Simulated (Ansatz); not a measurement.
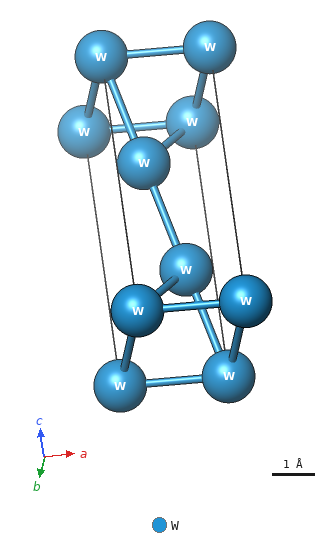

*The input geometry (ball-and-stick view of the reduced cell, seen at an oblique angle).*

## W: geometry relaxation

W (3 atoms in the cell), set up with DFT PBEsol, scalar-relativistic, plane waves, PAW (Ansatz 0.2.0).

The structure derives from a Materials Project entry. It belongs to a series of runs on one base structure; here: film's bulk on the substrate's plane, third vector and atoms relaxed.

Input:
```yaml
crystal:
  lattice:
    - [8.0015536092, 0.0, 0.0]
    - [-4.0007768046, 6.9295486953, 0.0]
    - [-2.6671845364, 0.0, 0.8731442713]
  atoms:
    - { symbol: W, position: [0.3333333333, 0.6666666667, 0.0] }
    - { symbol: W, position: [0.0, 0.0, 0.0] }
    - { symbol: W, position: [0.6666666667, 0.3333333333, 0.0] }
basis:
  ecutwfc: 420
kpoints:
  mp_grid: { grid: [6, 6, 38] }
hamiltonian:
  xc: pbesol
scf:
  occupations: { method: gaussian, width: 0.1 }
output:
  forces: true
  stress: true
  eigenvalues: true
relax:
  adjacent_minimum: "off"
  f_tol: 0.01
  max_steps: 50
  cell: { fix: [a, b, gamma], stress_tol: 0.1 }
```

Launch command:
```bash
ansatz run input.yaml --threads 8 --pin off --max-ram 20480MiB --backend cpu --events-out ev --progress --plain --runs-dir out
```

Log:
```
Error: lattice basis is severely non-reduced: shortest translation is 2.6194 Å, but the {-1,0,1}³ search on the as-given basis sees 2.8065 Å — symmetry detection works on the as-given basis, and so does FFT-grid sizing under basis.fft_grid_basis: typed, and both would misbehave. In the place of this lattice type its Niggli-reduced vectors on the same Cartesian axes, the atoms on those, and anew each key that counts along a vector, names one or is in fractions of them (kpoints.mp_grid, say): crystal.lattice as [[0.0, 0.0, 2.6194328139], [2.6671845364, 0.0, -0.8731442713], [-1.3335922681999999, 6.9295486953, -0.8731442713]], beside which a position_ang stands as typed where every site is listed (a space_group stands on the vectors as typed: list the sites without space_group, setting, wyckoff and reduce_to_primitive, each atom with the label, spin and spin_axis that the deck lays on it (of what crystal.checkpoint laid, a slab's crystal.periodic is typed too, moments by species go under magnetization.per_species, and crystal.checkpoint is left out, with its crystal.structure_sha256), the indices of each constraint's lattice_plane and lattice_line anew on the vectors typed and, beside defects or a charge, the host under crystal.host (listed sites name none))
```

What the run reported:

- outcome: refused by the program
- space group (tolerance 0.01 Å): R-3m (166)
- hardware: 8 threads of AMD EPYC (Zen 3), 189 GiB of memory available, shared host

The program refused the input: “lattice basis is severely non-reduced: shortest translation is 2.6194 Å, but the {-1,0,1}³ search on the as-given basis sees 2.8065 Å — symmetry detection works on the as-given basis, and so does FFT-grid sizing under basis.fft_grid_basis: typed, and both would misbehave …”
